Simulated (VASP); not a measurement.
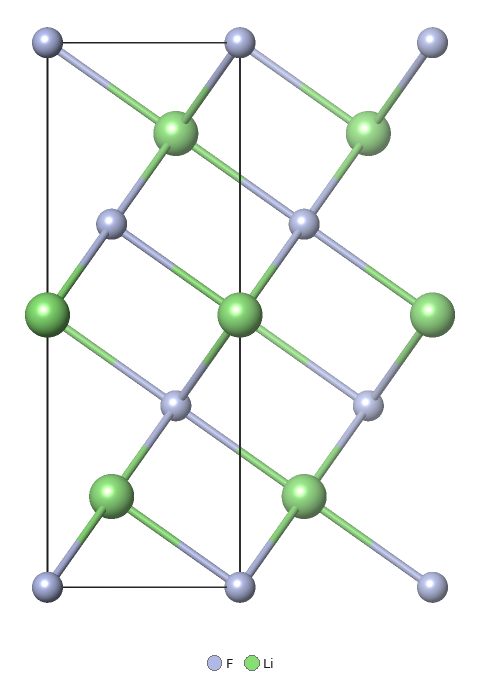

Projection along an edge of the hexagonal mesh, stacking direction [111] upwards. Every atom sits on one of the three columns of the mesh; call them A, B, C in the order in which they first turn up. The box is the hexagonal cell of the face-centred cubic lattice. The sequence starts with the first layer at or above the cell's origin.

System LiF (space group Fm-3m, No. 225); source of the atomic positions: coordinates from a relaxation with VASP Kohn-Sham DFT of a periodic cell, PBE, VASP PAW PBE potentials, gw in VASP 6.6.1.

**Give the sequence of layers in one repeat, with element and column.**

F(A) – Li(B) – F(C) – Li(A) – F(B) – Li(C) (six layers in 7.03 Å).

**How are the F layers alone stacked?**

F layers alone: ACB, the cubic close-packed type.

**Which positions between or in the F layers do the other atoms fill?**

Li: three octahedral sites (per hexagonal cell).

Heights of the layers:

```tsv
layer	atoms (column)	height (Å)	to next (Å)
1	F(A)	0.00	1.17
2	Li(B)	1.17	1.17
3	F(C)	2.34	1.17
4	Li(A)	3.52	1.17
5	F(B)	4.69	1.17
6	Li(C)	5.86	1.17
```
